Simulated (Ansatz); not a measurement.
The cell of N. Origin of the cell: coordinates from a relaxation in a fixed cell with Ansatz, DFT PBE, scalar-relativistic, plane waves, PAW.

```
CELL_PARAMETERS angstrom
5.64900 0.00000 0.00000
0.00000 5.64900 0.00000
0.00000 0.00000 5.64900
ATOMIC_POSITIONS crystal
N 0.12455 0.12455 0.12455
N 0.37545 0.87545 0.62455
N 0.62455 0.37545 0.87545
N 0.87545 0.62455 0.37545
```

Question: Take as void every point where the procrystal density (the sum of the densities of spherically averaged neutral Hartree-Fock atoms) is below 0.002 e/bohr³. What do the voids look like?

Answer: The voids take about 47 % of the cell (86 Å³ of 180.3 Å³) and are bounded by about 110 Å² of surface per cell. Where they connect, they form a three-dimensional network.

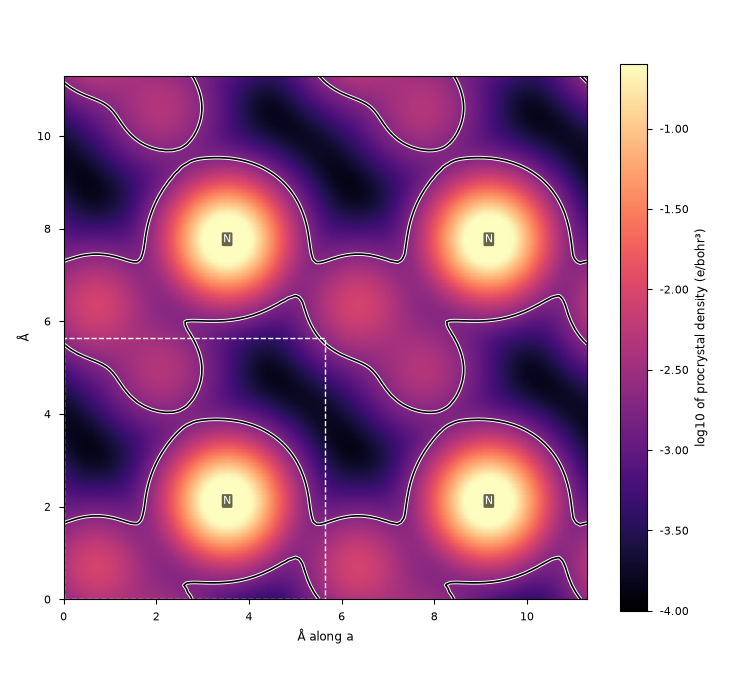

The procrystal density on the section z = 0.889 (parallel to a and b; the dashed line is one cell); the black line bounds the voids.
